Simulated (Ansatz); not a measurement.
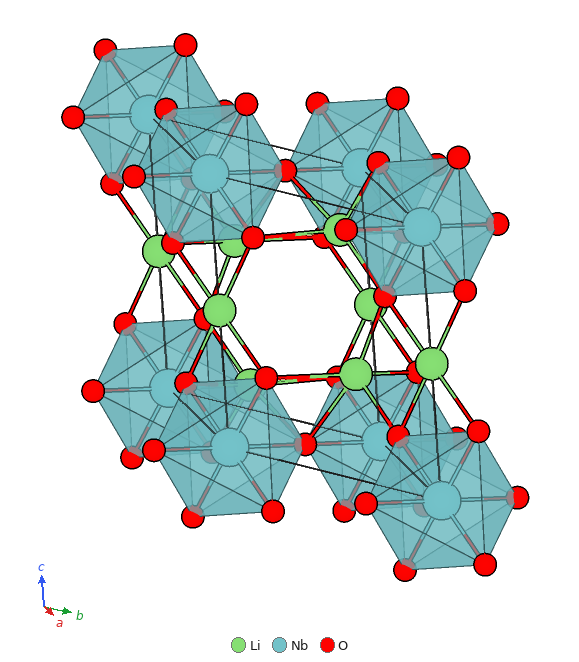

Structure drawing (polyhedral), viewed slightly off an axis. The frame is the simulation cell; atoms at its boundary are shown with their periodic copies. A few atoms beyond the faces are included.

Input used:
```yaml
crystal:
  lattice:
    - [4.8242578815, -2.0039867658, 0.0032472178]
    - [4.8242578815, 2.0039867658, 0.0032472178]
    - [-1.8604007103, 0.0, 5.46898579]
  atoms:
    - { symbol: Li, position: [0.7111738971, 0.7111738971, 0.3432548304] }
    - { symbol: Li, position: [0.6905813634, 0.6905813634, 0.8621088029] }
    - { symbol: Li, position: [0.0, 0.0, 0.5] }
    - { symbol: Li, position: [0.3094186366, 0.3094186366, 0.1378911971] }
    - { symbol: Li, position: [0.2888261029, 0.2888261029, 0.6567451696] }
    - { symbol: Nb, position: [0.0, 0.0, 0.0] }
    - { symbol: O, position: [0.8536121899, 0.8536121899, 0.1738324255] }
    - { symbol: O, position: [0.8423433873, 0.8423433873, 0.6817848346] }
    - { symbol: O, position: [0.5, 0.5, 0.0] }
    - { symbol: O, position: [0.1576566127, 0.1576566127, 0.3182151654] }
    - { symbol: O, position: [0.1463878101, 0.1463878101, 0.8261675745] }
basis:
  ecutwfc: 420
kpoints:
  mp_grid: { grid: [6, 6, 4] }
  band_path:
    path:
      - [[0.0, 0.0, 0.0], [-0.29810875, 0.29810875, 0.0]]
      - [[-0.70189125, -0.29810875, 0.0], [-0.5, -0.5, 0.0], [0.0, 0.0, 0.0], [-0.5, -0.5, 0.5], [-0.7277176, -0.2722824, 0.5]]
      - [[-0.2722824, 0.2722824, 0.5], [0.0, 0.0, 0.5], [0.0, 0.0, 0.0]]
      - [[-0.5, 0.0, 0.5], [0.0, 0.0, 0.0], [-0.5, 0.0, 0.0]]
    npoints: 10
hamiltonian:
  xc: pbesol
scf:
  occupations: { method: gaussian, width: 0.02 }
  n_extra_bands: 27
output:
  forces: true
  stress: true
  eigenvalues: true
  populations: true
  dos: { projected: true, de: 0.02, nscf_kmesh: { grid: [9, 9, 6] } }
  bader: false
```
Run as:
```sh
ansatz run input.yaml --threads 2 --pin off --max-ram 5120MiB --backend cpu --events-out ev --progress --plain --runs-dir out
```

Computed with Ansatz 0.2.0, DFT PBEsol, scalar-relativistic, plane waves, PAW. Settings: plane-wave cutoff 420 eV, k-grid 6×6×4, Gaussian smearing of 0.02 eV, no spin polarisation.

### What is the electronic character?

An insulator at this level, with a gap of 3.15 eV, indirect; the smallest direct gap is 3.23 eV.

### Would the cell expand or shrink if it could?

The computed pressure is 0.0 GPa, close to zero.

Its origin is a structure listed in the Materials Project. Earlier steps of the study, as a rule a relaxation of our own, may have changed the cell and positions, so they can lie some per cent off the listed ones. A calculation with Ansatz used it as input.
